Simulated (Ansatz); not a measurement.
Single-point calculation of CrCuO₂ (part 3 of 3)

CrCuO₂ (4 atoms in the cell); DFT PBE, scalar-relativistic, plane waves, PAW, spin-polarised (Ansatz 0.2.0); cutoff 420 eV, 7×7×7 k-mesh, Gaussian smearing of 0.05 eV, collinear spins. The structure derives from an entry of the Crystallography Open Database. It belongs to a series of runs on one base structure; here: random orbitals: harmonics, high filling.

### Log, continued
```
--- Stress (GPa, compression-positive) ---
        4.278096       0.000000       0.000000
        0.000000       4.278048      -0.000028
        0.000000      -0.000014       3.713683
  P = ⅓ Tr σ = 4.0899 GPa (40.899 kbar)
--- Band table (eV; the first three rows and the last of 200) ---
  k-point 0 ↑: bands = ["-100.1693", "-61.0794", "-57.7336", "-57.4660", "-57.4660", "-32.4309", "-32.3663", "-32.3663", "-8.4579", "-6.9514", "3.5577", "6.0229", "6.0229", "7.7826", "7.8834", "9.0069", "9.0069", "9.7132", "9.7132", "9.9652", "9.9652", "10.7269", "10.7269", "11.0765", "14.0047", "14.8112", "14.8112", "18.4330", "20.3623", "24.3874"]
  k-point 1 ↑: bands = ["-100.1692", "-61.0756", "-57.7334", "-57.4683", "-57.4666", "-32.4245", "-32.4020", "-32.3742", "-8.2601", "-6.9746", "3.8445", "5.5932", "6.1618", "7.5104", "8.1516", "8.5189", "8.6624", "9.6795", "9.8380", "9.9490", "9.9939", "10.9158", "11.1162", "11.1679", "14.1633", "14.4513", "14.7025", "19.2586", "20.8256", "24.8225"]
  k-point 2 ↑: bands = ["-100.1688", "-61.0669", "-57.7329", "-57.4734", "-57.4680", "-32.4818", "-32.4097", "-32.3917", "-7.7842", "-7.0357", "4.5177", "5.1108", "6.2744", "6.4630", "7.8470", "7.9665", "8.9829", "9.7971", "10.0656", "10.0809", "10.1325", "11.0041", "11.4372", "11.4766", "13.9178", "14.5582", "14.6256", "20.5784", "20.7971", "22.7818"]
  k-point 99 ↓: bands = ["-100.1612", "-58.1074", "-57.7198", "-57.4619", "-57.4602", "-29.5219", "-29.4887", "-29.4670", "-8.0282", "-7.1137", "5.3104", "5.4524", "6.7518", "7.2765", "7.7123", "8.1854", "8.3843", "9.6879", "9.8539", "10.5188", "10.6369", "13.6523", "14.0591", "14.5143", "14.7011", "15.8520", "16.1704", "18.3683", "22.0947", "25.4465"]
Occupation matrices written to [file]
--- Löwdin populations: 4 sites ---
  site symbol       q [e]    m [muB]
     0     Cr     12.8190     2.8517
     1     Cu     18.4270     0.0546
     2      O      6.7854     0.0243
     3      O      6.7854     0.0243
  spilling = 0.004073 (of n_electrons = 45.000000)
--- Occupation matrices: 2 shells (run DFT+U table (all-electron-ortho-atomic); ε = 2.00e-2, provisional) ---
  Cr0 d_3D: site group D3d (-3m)
  Cr0 d_3D up     Tr n = 3.6277  λ = 0.346 0.346 0.978 0.978 0.981  [2× xz 0.32 Eg(1.00) | 3× z2 0.33 Eg(0.67)]
  Cr0 d_3D dn     Tr n = 0.8110  λ = 0.091 0.108 0.108 0.252 0.252  [3× z2 0.33 Eg(0.67) | 2× yz 0.30 Eg(1.00)]
  specified occupation → Cr0 d_3D up: matrix, ‖Δ‖_F = 0.9671, Tr Δ = +0.2723, displaced = 0.8162, d_λ = 0.7043; orbital distance = 0.9304
  specified occupation → Cr0 d_3D dn: matrix, ‖Δ‖_F = 0.3579, Tr Δ = -0.7110, displaced = 0.3555, d_λ = 0.3579; orbital distance = 0.0000
  Cu1 d_3D: site group D3d (-3m)
  Cu1 d_3D up     Tr n = 4.8239  λ = 0.856 0.989 0.989 0.995 0.995  [z2 1.00 A1g(1.00) | 4× xz 0.25 Eg(1.00)]
  Cu1 d_3D dn     Tr n = 4.8212  λ = 0.850 0.991 0.991 0.994 0.994  [z2 1.00 A1g(1.00) | 4× xz 0.25 Eg(1.00)]
  specified occupation → Cu1 d_3D up: matrix, ‖Δ‖_F = 0.9764, Tr Δ = -0.9239, displaced = 0.5755, d_λ = 0.8376; orbital distance = 1.4142
  specified occupation → Cu1 d_3D dn: matrix, ‖Δ‖_F = 0.1283, Tr Δ = +0.0288, displaced = 0.1055, d_λ = 0.1283; orbital distance = 0.0000
  Tr n, λ and their labels are of the run-group-symmetrised matrices; stabiliser: 12 of 24 elements of G0×{1,Θ} (closed), max defect 1.7e-6 at τ = 4.2e-3
```

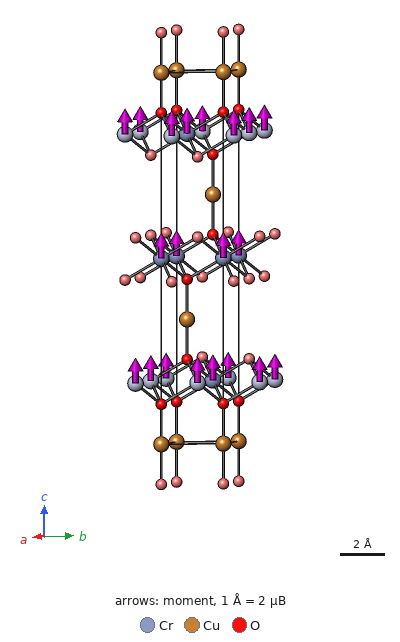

*Magnetic moments of the sites as pink arrows (ball-and-stick view of the cell 3 times as large as that of the calculation, set on its symmetry axes, seen at an oblique angle; neighbours outside the cell are drawn fainter); small moments hardly show. The run is collinear, so the axis drawn is arbitrary.*

Site moments: Cr1 (2.40 μB). They are counted near the atoms and needn't add up to the moment of the cell. Atoms are counted from 1 in the order of the input.

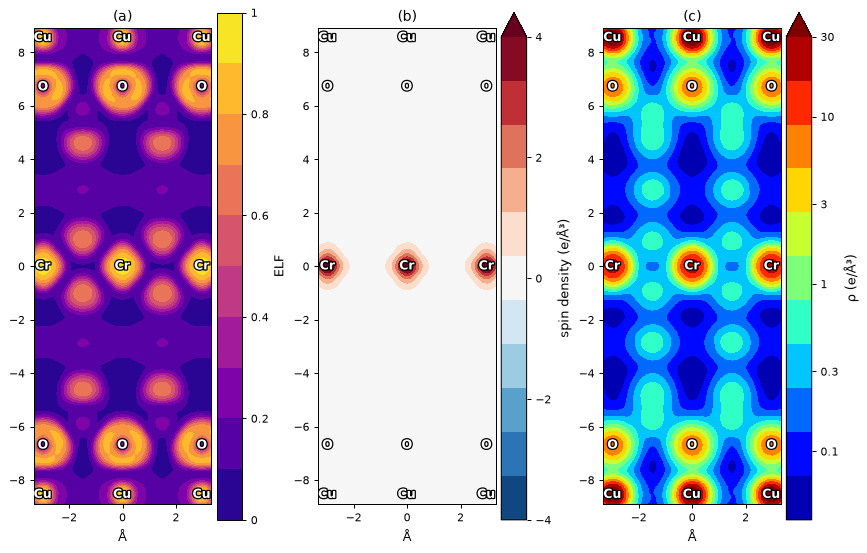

*(a) ELF; (b) spin density; (c) valence electron density on the (100) plane of the conventional cell.*

Atoms in the plane: Cr, Cu and O. Cu–O (1.85 Å): ρ at the midpoint is about 0.84 e/Å³; the ELF is about 0.25 at the midpoint. Away from the nuclei the density in this plane falls to 0.04 e/Å³ at its lowest. The strong features right at Cr and Cu lie inside the PAW spheres (semicore, d or f shells) and say nothing about bonding. The cell of the calculation (4 atoms) carries 3.0 μB net. In a PAW calculation such maps are meaningful between the atoms, not at the nuclei.

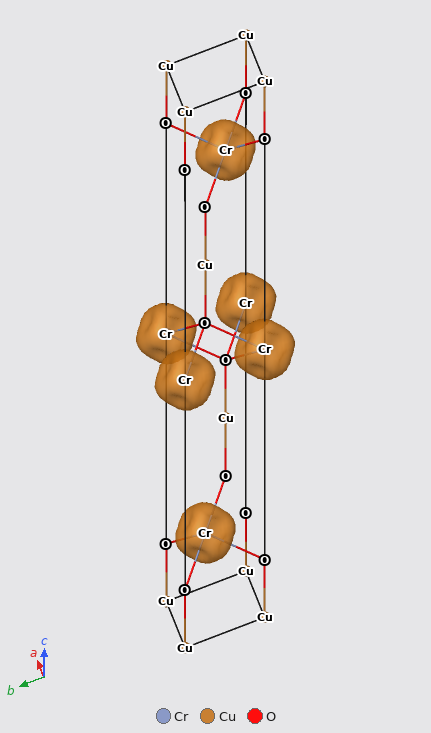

*Isosurface of the spin density at +0.3 e/Å³ (orange), seen at an oblique angle. Sticks mark near contacts. The outline is the cell set on symmetry axes.*

The cell of the calculation (4 atoms) carries 3.0 μB net.

This output came from the following input.

### Input
```yaml
crystal:
  lattice:
    - [1.48670051, 0.85834694, 5.70000191]
    - [-1.48670051, 0.85834694, 5.70000191]
    - [0.0, -1.71669388, 5.70000191]
  atoms:
    - { symbol: Cr, position: [0.5, 0.5, 0.5], spin: 4.0 }
    - { symbol: Cu, position: [0.0, 0.0, 0.0], spin: -1.0 }
    - { symbol: O, position: [0.10792, 0.10792, 0.10792] }
    - { symbol: O, position: [0.89208, 0.89208, 0.89208] }
basis:
  ecutwfc: 420
  ecutrho_ratio: 4
kpoints:
  mp_grid: { grid: [7, 7, 7] }
hamiltonian:
  xc: pbe
  hubbard:
    sites:
      - { site: 0, l: d, u_eff: 0.0, starting_ns: [{ spin: up, occupation_matrix: s0up }, { spin: down, occupation_matrix: s0down }] }
      - { site: 1, l: d, u_eff: 0.0, starting_ns: [{ spin: up, occupation_matrix: s1up }, { spin: down, occupation_matrix: s1down }] }
    occupation_matrices:
      s0up:
        matrix:
          - [0.97, 0.0, 0.0, 0.0, 0.0]
          - [0.0, 0.97, 0.0, 0.0, 0.0]
          - [0.0, 0.0, 0.02, 0.0, 0.0]
          - [0.0, 0.0, 0.0, 0.97, 0.0]
          - [0.0, 0.0, 0.0, 0.0, 0.97]
      s0down:
        matrix:
          - [0.02, 0.0, 0.0, 0.0, 0.0]
          - [0.0, 0.02, 0.0, 0.0, 0.0]
          - [0.0, 0.0, 0.02, 0.0, 0.0]
          - [0.0, 0.0, 0.0, 0.02, 0.0]
          - [0.0, 0.0, 0.0, 0.0, 0.02]
      s1up:
        matrix:
          - [0.97, 0.0, 0.0, 0.0, 0.0]
          - [0.0, 0.02, 0.0, 0.0, 0.0]
          - [0.0, 0.0, 0.97, 0.0, 0.0]
          - [0.0, 0.0, 0.0, 0.97, 0.0]
          - [0.0, 0.0, 0.0, 0.0, 0.97]
      s1down:
        matrix:
          - [0.97, 0.0, 0.0, 0.0, 0.0]
          - [0.0, 0.97, 0.0, 0.0, 0.0]
          - [0.0, 0.0, 0.97, 0.0, 0.0]
          - [0.0, 0.0, 0.0, 0.97, 0.0]
          - [0.0, 0.0, 0.0, 0.0, 0.97]
    ns_hold: { iters: 12 }
scf:
  occupations: { method: gaussian, width: 0.05 }
  lower_state_search: "off"
  max_iter: 150
output:
  forces: true
  stress: true
  eigenvalues: true
  populations: true
  hubbard: { sites: [{ site: 0, l: d }, { site: 1, l: d }] }
  write_density: true
  write_potential: true
  elf: true
  volumetric_format: npy
magnetization:
  spin_polarized: true
```

Command:
```bash
ansatz run input.yaml --threads 2 --pin off --max-ram 3072MiB --backend cpu --events-out ev --progress --plain --runs-dir out
```

### Key numbers

- outcome: converged
- space group (tolerance 0.01 Å): R-3m (166)
- electrons treated: 45
- free energy: −11138.5028 eV
- Fermi energy: 12.435 eV
- gap on the k-point mesh: 1.17 eV
- net moment of the cell: 3.00 μB
- integrated absolute moment: 3.05 μB
- pressure: 4.09 GPa
- largest force (length of the vector): 0.026 eV/Å
- hardware: 2 threads of Arm Neoverse V2, 256 GiB of memory available, shared host
- wall time: 59 s (CPU time 1.9 min)
- peak memory: 0.55 GiB

### Notes

Warnings of the run: the typed occupations were not kept; the occupation matrices lower the symmetry.
